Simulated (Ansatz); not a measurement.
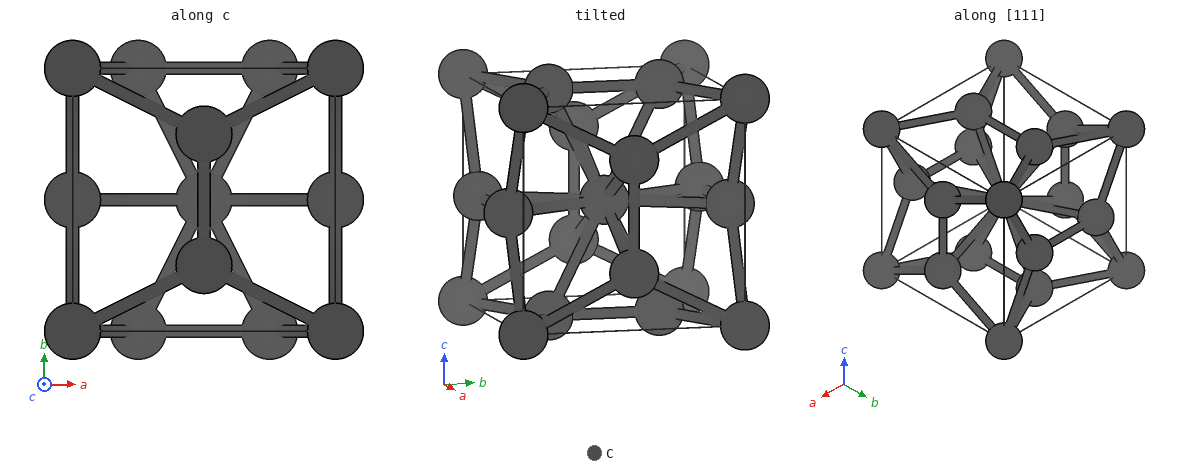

This ball-and-stick model is shown along the c axis, slightly off an axis and along [111]. Atoms at the boundary of the conventional unit cell (the box) are drawn once for each face, edge or corner they touch.

The bonds drawn are C–C up to 2.20 Å (cut-off distances).

> How many atoms are there in one cell?

8 (carbon), counting shared atoms by their share.

> What are the crystal system and the lattice centring?

Primitive cubic.

> Identify the space group.

Pm-3n (No. 223), with C on 2a and C on 6c.

Origin of the cell: a textbook structure type filled with this element (whether it is the usual form wasn't checked). The structure drawn was relaxed with Ansatz 0.2.0, DFT PBEsol, scalar-relativistic, plane waves, PAW.
